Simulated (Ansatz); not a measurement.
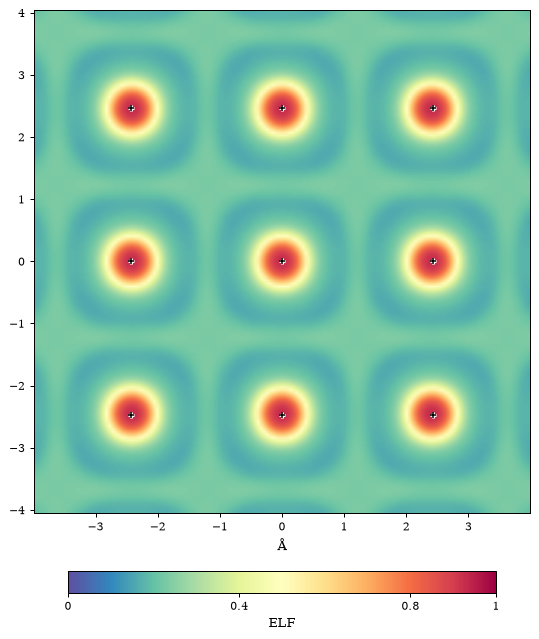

The electron localisation function on a plane through atoms (crosses mark nuclei in the plane).

These are results of Ansatz 0.2.0, DFT PBEsol, scalar-relativistic, plane waves, PAW, not measurements.

Candidates:
A. TiO, a = 2.79 Å, b = 2.79 Å, c = 2.79 Å, α = 90.00°, β = 90.00°, γ = 120.00°. Space group P-6m2; computed without spin polarisation.
B. Cu, a = 2.43 Å, b = 7.92 Å, c = 2.47 Å, α = 90.00°, β = 90.00°, γ = 90.00°. Space group Cmcm; a structure from a database of computed crystals, not necessarily the ambient phase; computed without spin polarisation.
C. SiNi, a = 4.47 Å, b = 4.47 Å, c = 4.47 Å, α = 90.00°, β = 90.00°, γ = 90.00°. Space group P2₁3; computed without spin polarisation.

### Which candidate gave the map?

Candidate B: Cu on the (010) plane of the conventional cell, which holds Cu. Cu–Cu (2.43 Å): the ELF is about 0.20 at the midpoint: no shared electron pair shows on this line.
